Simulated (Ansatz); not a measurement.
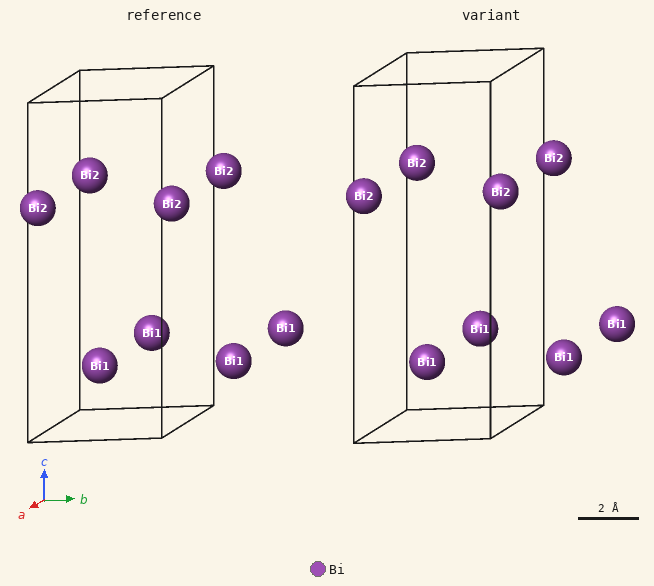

Left: a symmetric starting cell of Bi. Right: the same structure after one change, at the same scale. Style: ball-and-stick. Shown: the cell of the calculation, repeated 2 × 2 × 1 with one cell outlined, slightly off an axis.

These are results of Ansatz 0.2.0, DFT PBEsol, scalar-relativistic, plane waves, PAW, not measurements. Settings: plane-wave cutoff 420 eV; k-point mesh 12 × 12 × 4; occupations gaussian; smearing width 0.1 eV; no spin polarisation.

Q: Which change leads from the left to the right?

A: The cell is strained by +5.1 % along c and +2.1 % across it (volume +9.7 %), the atoms keeping their fractional coordinates. No relaxation follows. The starting cell wasn't computed here and needn't be at equilibrium, so pressure and forces aren't due to the change alone.

Q: What does the change do?

A: The pressure is −3.0 GPa (not all of it need come from the change, since the unchanged cell can be under pressure at this level too). The principal stresses (compression positive) are −0.2 GPa along c and −4.4 GPa across it. All forces vanish by symmetry. The space group stays P6_3/mmc (No. 194).
